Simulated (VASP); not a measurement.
**Single-point calculation, with input and output: Co (part 4 of 5)**

Continued. System: Co (P6₃/mmc, 36 atoms in the cell). Method: Kohn-Sham DFT of a periodic cell, LDA, VASP PAW LDA potentials, recommended, spin-polarised (VASP 6.6.1); cutoff 400 eV, 3×3×3 k-mesh, methfessel-paxton of 0.1 eV, collinear spins. The structure derives from a Materials Project entry. It belongs to a series of runs on one base structure; here: grid = ENCUT=400 dk=0.35 cell=3x3x2 ISMEAR=1 SIGMA=0.1 LREAL=False EDIFF=1e-06. The settings are looser than a standard set-up, so the numbers are not reference values.

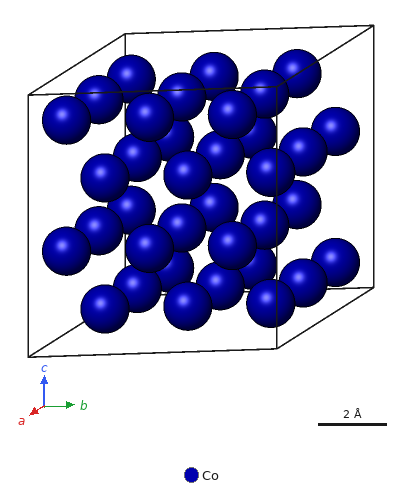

The structure as given in the input (spheres-only view of the cell of the calculation, seen slightly off an axis). An atom can appear more than once, as a periodic image.

## Parts of OUTCAR, continued
```
    150      10.8051     -0.00000
    151      10.8051     -0.00000
    152      10.8169     -0.00000
    153      10.8169     -0.00000
    154      10.9187     -0.00000
    155      10.9187     -0.00000
    156      10.9523     -0.00000
    157      10.9523     -0.00000
    158      11.0690     -0.00000
    159      11.0690     -0.00000
    160      11.0690     -0.00000
    161      11.0690     -0.00000
    162      11.1861     -0.00000
    163      11.1861     -0.00000
    164      11.2270     -0.00000
    165      11.2270     -0.00000
    166      11.2365     -0.00000
    167      11.2589     -0.00000
    168      11.2691     -0.00000
    169      11.2691     -0.00000
    170      11.2961     -0.00000
    171      11.2961     -0.00000
    172      11.2961     -0.00000
    173      11.2961     -0.00000
    174      11.3109     -0.00000

 k-point     3 :       0.3333    0.3333    0.0000
  band No.  band energies     occupation
      1       2.6203      1.00000
      2       2.6203      1.00000
      3       2.6203      1.00000
      4       4.7187      1.00000
      5       4.7187      1.00000
      6       4.7187      1.00000
      7       4.7187      1.00000
      8       4.7187      1.00000
      9       4.7187      1.00000
     10       5.6749      1.00000
     11       5.6749      1.00000
     12       5.6749      1.00000
     13       6.3563      1.00000
     14       6.3563      1.00000
     15       6.3563      1.00000
     16       6.3563      1.00000
     17       6.3563      1.00000
     18       6.3563      1.00000
     19       6.4821      1.00000
     20       6.4821      1.00000
     21       6.4821      1.00000
     22       6.4821      1.00000
     23       6.4821      1.00000
     24       6.4821      1.00000
     25       6.4917      1.00000
     26       6.4917      1.00000
     27       6.4917      1.00000
     28       6.6860      1.00000
     29       6.6860      1.00000
     30       6.6860      1.00000
     31       6.7080      1.00000
     32       6.7080      1.00000
     33       6.7080      1.00000
     34       6.9029      1.00000
     35       6.9029      1.00000
     36       6.9029      1.00000
     37       7.1911      1.00000
     38       7.1911      1.00000
     39       7.1911      1.00000
     40       7.4433      1.00000
     41       7.4433      1.00000
     42       7.4433      1.00000
     43       7.5062      1.00000
     44       7.5062      1.00000
     45       7.5062      1.00000
     46       7.8162      1.00000
     47       7.8162      1.00000
     48       7.8162      1.00000
     49       7.8162      1.00000
     50       7.8162      1.00000
     51       7.8162      1.00000
     52       8.0489      1.00000
     53       8.0489      1.00000
     54       8.0489      1.00000
     55       8.0489      1.00000
     56       8.0489      1.00000
     57       8.0489      1.00000
     58       8.1796      1.00000
     59       8.1796      1.00000
     60       8.1796      1.00000
     61       8.1796      1.00000
     62       8.1796      1.00000
     63       8.1796      1.00000
     64       8.2062      1.00000
     65       8.2062      1.00000
     66       8.2062      1.00000
     67       8.2570      1.00000
     68       8.2570      1.00000
     69       8.2570      1.00000
     70       8.3400      1.00000
     71       8.3400      1.00000
     72       8.3400      1.00000
     73       8.5666      1.00000
     74       8.5666      1.00000
     75       8.5666      1.00000
     76       8.5666      1.00000
     77       8.5666      1.00000
     78       8.5666      1.00000
     79       8.7469      1.00000
     80       8.7469      1.00000
     81       8.7469      1.00000
     82       8.8434      1.00000
     83       8.8434      1.00000
     84       8.8434      1.00000
     85       8.8434      1.00000
     86       8.8434      1.00000
     87       8.8434      1.00000
     88       8.8992      1.00000
     89       8.8992      1.00000
     90       8.8992      1.00000
     91       9.0243      1.00000
     92       9.0243      1.00000
     93       9.0243      1.00000
     94       9.1783      1.00000
     95       9.1783      1.00000
     96       9.1783      1.00000
     97       9.3010      1.00000
     98       9.3010      1.00000
     99       9.3010      1.00000
    100       9.3285      1.00000
    101       9.3285      1.00000
    102       9.3285      1.00000
    103       9.4162      1.00000
    104       9.4162      1.00000
    105       9.4162      1.00000
    106       9.4241      1.00000
    107       9.4241      1.00000
    108       9.4241      1.00000
    109       9.4241      1.00000
    110       9.4241      1.00000
    111       9.4241      1.00000
    112       9.5190      1.00000
    113       9.5190      1.00000
    114       9.5190      1.00000
    115       9.5749      1.00000
    116       9.5749      1.00000
    117       9.5749      1.00000
    118       9.5749      1.00000
    119       9.5749      1.00000
    120       9.5749      1.00000
    121       9.6275      1.00000
    122       9.6275      1.00000
    123       9.6275      1.00000
    124       9.8112      1.00000
    125       9.8112      1.00000
    126       9.8112      1.00000
    127       9.8268      1.00001
    128       9.8268      1.00001
    129       9.8268      1.00001
    130       9.8352      1.00002
    131       9.8352      1.00002
    132       9.8352      1.00002
    133       9.8352      1.00002
    134       9.8352      1.00002
    135       9.8352      1.00002
    136      10.1404      0.68730
    137      10.1404      0.68730
    138      10.1404      0.68730
    139      10.3427     -0.01460
    140      10.3427     -0.01460
    141      10.3427     -0.01460
    142      10.3875     -0.00338
    143      10.3875     -0.00338
    144      10.3875     -0.00338
    145      10.3875     -0.00338
    146      10.3875     -0.00338
    147      10.3875     -0.00338
    148      10.8033     -0.00000
    149      10.8033     -0.00000
    150      10.8033     -0.00000
    151      10.8033     -0.00000
    152      10.8033     -0.00000
    153      10.8033     -0.00000
    154      11.1778     -0.00000
    155      11.1778     -0.00000
    156      11.1778     -0.00000
    157      11.1778     -0.00000
    158      11.1778     -0.00000
    159      11.1778     -0.00000
    160      11.1889     -0.00000
    161      11.1889     -0.00000
    162      11.1889     -0.00000
    163      11.2671     -0.00000
    164      11.2671     -0.00000
    165      11.2671     -0.00000
    166      11.2844     -0.00000
    167      11.2844     -0.00000
    168      11.2844     -0.00000
    169      11.2850     -0.00000
    170      11.2850     -0.00000
    171      11.2850     -0.00000
    172      11.2947     -0.00000
    173      11.2947     -0.00000
    174      11.2947     -0.00000

 k-point     4 :       0.0000    0.0000    0.3333
  band No.  band energies     occupation
      1       1.6191      1.00000
      2       2.4329      1.00000
      3       4.8777      1.00000
      4       4.8777      1.00000
      5       4.8777      1.00000
      6       4.8777      1.00000
      7       4.8777      1.00000
      8       4.8777      1.00000
      9       4.9477      1.00000
     10       5.2923      1.00000
     11       5.2923      1.00000
     12       5.2923      1.00000
     13       5.2923      1.00000
     14       5.2923      1.00000
     15       5.2923      1.00000
     16       5.7254      1.00000
     17       6.4767      1.00000
     18       6.4767      1.00000
     19       6.4767      1.00000
     20       6.4767      1.00000
     21       6.4767      1.00000
     22       6.4767      1.00000
     23       6.8685      1.00000
     24       6.8685      1.00000
     25       6.8685      1.00000
     26       6.8685      1.00000
     27       6.8685      1.00000
     28       6.8685      1.00000
     29       7.1753      1.00000
     30       7.1753      1.00000
     31       7.2670      1.00000
     32       7.2670      1.00000
     33       7.2670      1.00000
     34       7.2670      1.00000
     35       7.2670      1.00000
     36       7.2670      1.00000
     37       7.3655      1.00000
     38       7.3655      1.00000
     39       7.3655      1.00000
     40       7.3655      1.00000
     41       7.3774      1.00000
     42       7.3774      1.00000
     43       7.4978      1.00000
     44       7.4978      1.00000
     45       7.4978      1.00000
     46       7.4978      1.00000
     47       7.5135      1.00000
     48       7.5135      1.00000
     49       7.5135      1.00000
     50       7.5135      1.00000
     51       7.5135      1.00000
     52       7.5135      1.00000
     53       7.5522      1.00000
     54       7.5522      1.00000
     55       7.5971      1.00000
     56       7.5971      1.00000
     57       8.1159      1.00000
     58       8.1159      1.00000
     59       8.1159      1.00000
     60       8.1159      1.00000
     61       8.1159      1.00000
     62       8.1159      1.00000
     63       8.1397      1.00000
     64       8.1397      1.00000
     65       8.1397      1.00000
     66       8.1397      1.00000
     67       8.1397      1.00000
     68       8.1397      1.00000
     69       8.5095      1.00000
     70       8.5095      1.00000
     71       8.5095      1.00000
     72       8.5095      1.00000
     73       8.6607      1.00000
     74       8.6607      1.00000
     75       8.6607      1.00000
     76       8.6607      1.00000
     77       8.6817      1.00000
     78       8.7578      1.00000
     79       8.9784      1.00000
     80       9.0082      1.00000
     81       9.0082      1.00000
     82       9.0163      1.00000
     83       9.0163      1.00000
     84       9.0163      1.00000
     85       9.0163      1.00000
     86       9.0163      1.00000
     87       9.0163      1.00000
     88       9.0186      1.00000
     89       9.0186      1.00000
     90       9.0186      1.00000
     91       9.0186      1.00000
     92       9.0186      1.00000
     93       9.0186      1.00000
     94       9.0635      1.00000
     95       9.0635      1.00000
     96       9.2288      1.00000
     97       9.2288      1.00000
     98       9.2955      1.00000
     99       9.2955      1.00000
    100       9.2955      1.00000
    101       9.2955      1.00000
    102       9.2955      1.00000
    103       9.2955      1.00000
    104       9.4099      1.00000
    105       9.4099      1.00000
    106       9.5021      1.00000
    107       9.5021      1.00000
    108       9.5021      1.00000
    109       9.5021      1.00000
    110       9.5021      1.00000
    111       9.5021      1.00000
    112       9.5028      1.00000
    113       9.5826      1.00000
    114       9.5826      1.00000
    115       9.5826      1.00000
    116       9.5826      1.00000
    117       9.5826      1.00000
    118       9.5826      1.00000
    119       9.6036      1.00000
    120       9.6036      1.00000
    121       9.6036      1.00000
    122       9.6036      1.00000
    123       9.6036      1.00000
    124       9.6036      1.00000
    125       9.7496      1.00000
    126       9.7496      1.00000
    127       9.7586      1.00000
    128       9.7586      1.00000
    129      10.1261      0.79124
    130      10.1261      0.79124
    131      10.3478     -0.01272
    132      10.3478     -0.01272
    133      10.4422     -0.00029
    134      10.4422     -0.00029
    135      10.4422     -0.00029
    136      10.4422     -0.00029
    137      10.4422     -0.00029
    138      10.4422     -0.00029
    139      10.4831     -0.00003
    140      10.4831     -0.00003
    141      10.7478     -0.00000
    142      10.7478     -0.00000
    143      10.7478     -0.00000
    144      10.7478     -0.00000
    145      10.7478     -0.00000
    146      10.7478     -0.00000
    147      10.7810     -0.00000
    148      10.7810     -0.00000
    149      10.7810     -0.00000
    150      10.7810     -0.00000
    151      10.7810     -0.00000
    152      10.7810     -0.00000
    153      10.8038     -0.00000
    154      10.8038     -0.00000
    155      10.8038     -0.00000
    156      10.8038     -0.00000
    157      10.8038     -0.00000
    158      10.8038     -0.00000
    159      10.8825     -0.00000
    160      10.8825     -0.00000
    161      10.8825     -0.00000
    162      10.8825     -0.00000
    163      10.8825     -0.00000
    164      10.8825     -0.00000
    165      10.8963     -0.00000
    166      10.8963     -0.00000
    167      10.9466     -0.00000
    168      10.9466     -0.00000
    169      10.9466     -0.00000
    170      10.9466     -0.00000
    171      10.9466     -0.00000
    172      10.9466     -0.00000
    173      11.0618     -0.00000
    174      11.0618     -0.00000

 k-point     5 :       0.3333   -0.0000    0.3333
  band No.  band energies     occupation
      1       2.0518      1.00000
      2       2.8443      1.00000
      3       3.2613      1.00000
      4       3.9618      1.00000
      5       4.3362      1.00000
      6       4.3362      1.00000
      7       4.9054      1.00000
      8       4.9054      1.00000
      9       5.2980      1.00000
     10       5.8066      1.00000
     11       5.8066      1.00000
     12       5.9354      1.00000
     13       5.9605      1.00000
     14       5.9683      1.00000
     15       5.9683      1.00000
     16       6.0434      1.00000
     17       6.0998      1.00000
     18       6.4430      1.00000
     19       6.5620      1.00000
     20       6.5620      1.00000
     21       6.5967      1.00000
     22       6.6478      1.00000
     23       6.6478      1.00000
     24       6.7208      1.00000
     25       6.7208      1.00000
     26       6.7222      1.00000
     27       6.7222      1.00000
     28       6.7369      1.00000
     29       6.8976      1.00000
     30       6.8976      1.00000
     31       7.0937      1.00000
     32       7.0937      1.00000
     33       7.1263      1.00000
     34       7.1263      1.00000
     35       7.2000      1.00000
     36       7.2000      1.00000
     37       7.2047      1.00000
     38       7.2047      1.00000
     39       7.2208      1.00000
     40       7.2812      1.00000
     41       7.2812      1.00000
     42       7.4045      1.00000
     43       7.4045      1.00000
     44       7.5020      1.00000
     45       7.5061      1.00000
     46       7.5061      1.00000
     47       7.5961      1.00000
     48       7.5961      1.00000
     49       7.6300      1.00000
     50       7.6300      1.00000
     51       7.7084      1.00000
     52       7.7084      1.00000
     53       7.7560      1.00000
     54       7.7779      1.00000
     55       7.8117      1.00000
     56       7.8984      1.00000
     57       7.9519      1.00000
     58       7.9519      1.00000
     59       8.0303      1.00000
     60       8.0303      1.00000
     61       8.0475      1.00000
     62       8.0475      1.00000
     63       8.0693      1.00000
     64       8.0693      1.00000
     65       8.1803      1.00000
     66       8.1803      1.00000
     67       8.2716      1.00000
     68       8.3432      1.00000
     69       8.4347      1.00000
     70       8.4371      1.00000
     71       8.4371      1.00000
     72       8.6557      1.00000
     73       8.6557      1.00000
     74       8.6680      1.00000
     75       8.6881      1.00000
     76       8.6963      1.00000
     77       8.6963      1.00000
     78       8.7346      1.00000
     79       8.7441      1.00000
     80       8.8300      1.00000
     81       8.8748      1.00000
     82       8.8748      1.00000
     83       8.8778      1.00000
     84       8.8778      1.00000
     85       8.8997      1.00000
     86       8.8997      1.00000
     87       8.9274      1.00000
     88       8.9274      1.00000
     89       8.9323      1.00000
     90       8.9323      1.00000
     91       8.9531      1.00000
     92       9.0714      1.00000
     93       9.0714      1.00000
     94       9.1282      1.00000
     95       9.1431      1.00000
     96       9.1869      1.00000
     97       9.1981      1.00000
     98       9.2293      1.00000
     99       9.2293      1.00000
    100       9.2561      1.00000
    101       9.2668      1.00000
    102       9.3168      1.00000
    103       9.3168      1.00000
    104       9.4042      1.00000
    105       9.4132      1.00000
    106       9.4274      1.00000
    107       9.4274      1.00000
    108       9.4315      1.00000
    109       9.4505      1.00000
    110       9.4505      1.00000
    111       9.4539      1.00000
    112       9.4726      1.00000
    113       9.4726      1.00000
    114       9.4838      1.00000
    115       9.5109      1.00000
    116       9.5296      1.00000
    117       9.5631      1.00000
    118       9.5735      1.00000
    119       9.5735      1.00000
    120       9.5960      1.00000
    121       9.6409      1.00000
    122       9.6409      1.00000
    123       9.7604      1.00000
    124       9.7604      1.00000
    125       9.7676      1.00000
    126       9.7676      1.00000
    127       9.8218      1.00001
    128       9.8957      1.00051
    129      10.0389      1.03541
    130      10.0401      1.03545
    131      10.0803      0.99702
    132      10.1571      0.55129
    133      10.1571      0.55129
    134      10.1818      0.34526
    135      10.2032      0.18968
    136      10.2032      0.18968
    137      10.2075      0.16263
    138      10.4029     -0.00181
    139      10.4029     -0.00181
    140      10.4313     -0.00050
    141      10.4593     -0.00012
    142      10.4909     -0.00002
    143      10.4909     -0.00002
    144      10.4999     -0.00001
    145      10.6364     -0.00000
    146      10.6646     -0.00000
    147      10.6758     -0.00000
    148      10.6758     -0.00000
    149      10.7582     -0.00000
    150      10.7582     -0.00000
    151      10.7763     -0.00000
    152      10.7763     -0.00000
    153      10.7938     -0.00000
    154      10.7938     -0.00000
    155      10.8309     -0.00000
    156      10.8309     -0.00000
    157      10.8915     -0.00000
    158      10.9126     -0.00000
    159      10.9126     -0.00000
    160      10.9826     -0.00000
    161      10.9826     -0.00000
    162      10.9828     -0.00000
    163      10.9828     -0.00000
    164      11.0301     -0.00000
    165      11.0301     -0.00000
    166      11.0721     -0.00000
    167      11.0925     -0.00000
    168      11.1202     -0.00000
    169      11.1202     -0.00000
    170      11.1573     -0.00000
    171      11.2038     -0.00000
    172      11.2585     -0.00000
    173      11.2585     -0.00000
    174      11.2627     -0.00000
```
